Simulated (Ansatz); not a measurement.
**Al (slab): density, localisation and related maps**

Input file:

```
crystal:
  lattice:
    - [2.839427007, 0.0, 0.0]
    - [-1.4197135035, 2.4590159203, 0.0]
    - [0.0, 0.0, 31.273529772]
  atoms:
    - { symbol: Al, position: [0.6666666667, 0.3333333333, 0.3517351601] }
    - { symbol: Al, position: [0.3333333333, 0.6666666667, 0.42586758] }
    - { symbol: Al, position: [0.0, 0.0, 0.5] }
    - { symbol: Al, position: [0.6666666667, 0.3333333333, 0.57413242] }
    - { symbol: Al, position: [0.3333333333, 0.6666666667, 0.6482648399] }
basis:
  ecutwfc: 420
kpoints:
  mp_grid: { grid: [12, 12, 1] }
hamiltonian:
  xc: pbesol
scf:
  occupations: { method: gaussian, width: 0.1 }
output:
  forces: true
  stress: true
  eigenvalues: true
  write_density: true
  write_potential: true
  elf: true
  volumetric_format: npy
efield:
  axis: 3
  dipole_correction: true
  ramp_width: 0.04
```

Run with:

```sh
ansatz run input.yaml --threads 1 --pin off --max-ram 3072MiB --backend cpu --events-out ev --progress --plain --runs-dir out
```

Computed without spin polarisation.

These are results of Ansatz 0.2.0, DFT PBEsol, scalar-relativistic, plane waves, PAW, not measurements.

Core electrons are frozen (PAW), and the valence fields are smoothed inside the atomic spheres.

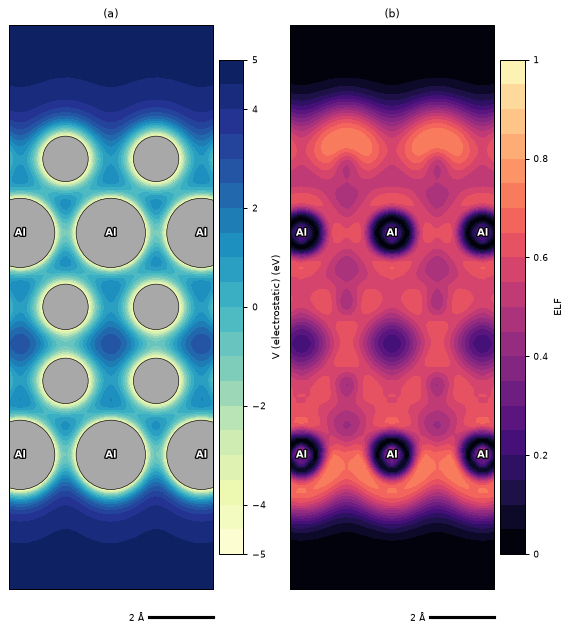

Figure 1. (a) electrostatic potential energy of an electron; (b) electron localisation function on the (100) plane of the calculation cell, a cut from vacuum to vacuum. Grey discs cover the atomic cores in the potential map.

**What does the map show?**

- The plane passes through Al nuclei.
- Atoms just off the plane (Al, 0.8 Å away) can leave unmarked features too.
- Al–Al (2.84 Å): the ELF peaks at about 0.70 between the atoms.
- Outside the cores the potential energy rises away from the atoms and is highest in the vacuum; its zero is arbitrary.

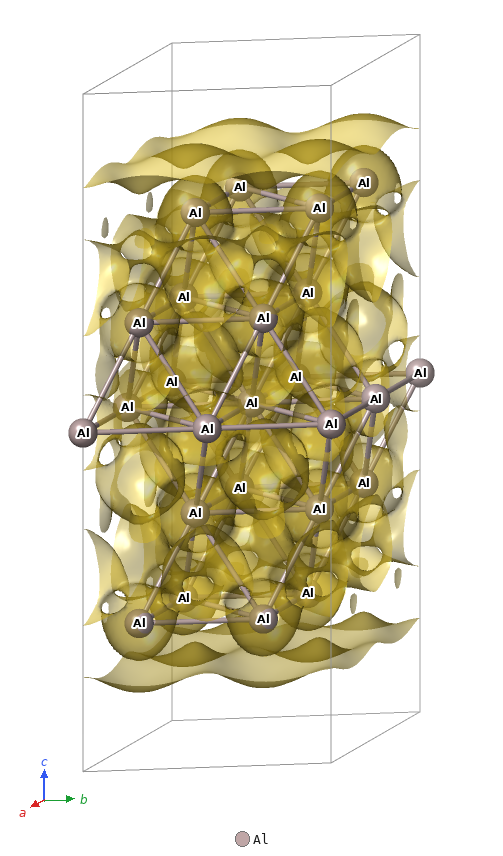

Figure 2. Isosurface of the ELF at 0.55 (yellow), seen slightly off an axis. Core shells and regions of very low density are left out. Sticks mark near contacts.

**Describe the localisation domains.**

At this value the surface marks out sheets that run through the cell in two directions, counted in one cell of 5 atoms. Counts are for one cell; the picture repeats the cell along the surface. There are no localised bonds or lone pairs at this value.

**Metal or insulator at this level of theory?**

It is gapless in this calculation (a metal or semimetal).
